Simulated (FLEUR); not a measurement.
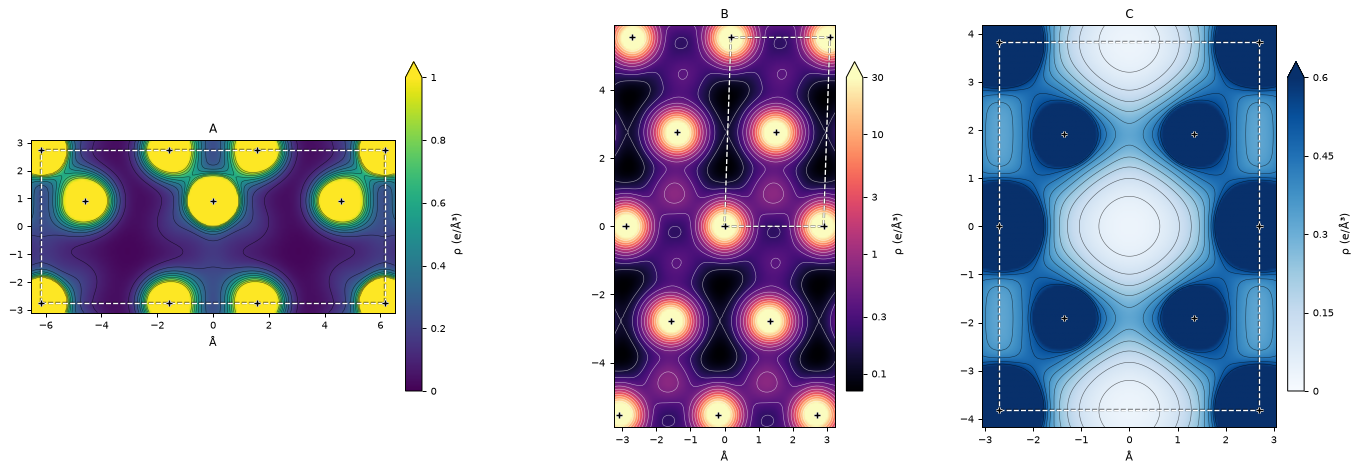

The total electron density of 3 systems, each on a plane through atoms (crosses mark nuclei in the plane).

The calculation used FLEUR MaX-R8.1 (later development tree), Kohn-Sham DFT of a periodic cell, PBEsol, all-electron.

System 1: CuO, the (101) plane of the conventional cell. Space group P1; changed on purpose from its base cell (atoms moved at random by about 0.05 A); not relaxed (largest force 1.6 eV/Å).

```xyz
4
Lattice="-2.3447 1.7134 0.0000 -2.3447 -1.7134 0.0000 -0.8606 0.0000 5.0594" Properties=species:S:1:pos:R:3 pbc="T T T"
Cu   -1.6086    0.8298    2.5056
Cu   -4.3457    0.8387    5.0457
O    -3.0519    0.3040    3.8502
O    -2.5892   -0.2780    1.3060
```

System 2: MoS₂, the (110) plane of the conventional cell. Space group P6₃/mmc; not relaxed (largest force 0.3 eV/Å).

```cif
data_structure
_symmetry_space_group_name_H-M 'P 1'
_symmetry_Int_Tables_number 1
_cell_length_a 3.1690
_cell_length_b 3.1690
_cell_length_c 12.3240
_cell_angle_alpha 90.000
_cell_angle_beta 90.000
_cell_angle_gamma 120.000
_cell_volume 107.18
loop_
_atom_site_label
_atom_site_type_symbol
_atom_site_fract_x
_atom_site_fract_y
_atom_site_fract_z
_atom_site_occupancy
Mo1 Mo 0.66667 0.33333 0.75000 1
Mo2 Mo 0.33333 0.66667 0.25000 1
S1 S 0.66667 0.33333 0.37700 1
S2 S 0.33333 0.66667 0.87700 1
S3 S 0.66667 0.33333 0.12300 1
S4 S 0.33333 0.66667 0.62300 1
```

System 3: Si₂Ni, the (110) plane of the conventional cell. Space group Fm-3m; spin-polarised.

### Which map belongs to which system?

Panel A is system 2, MoS₂: the plane holds Mo and S. Mo–S (2.41 Å): the density is about 0.6 e/Å³ at the midpoint. Panel B is system 1, CuO: the plane holds Cu. Panel C is system 3, Si₂Ni: the plane holds Ni and Si. Si–Ni (2.34 Å): the density is about 0.47 e/Å³ at the midpoint.
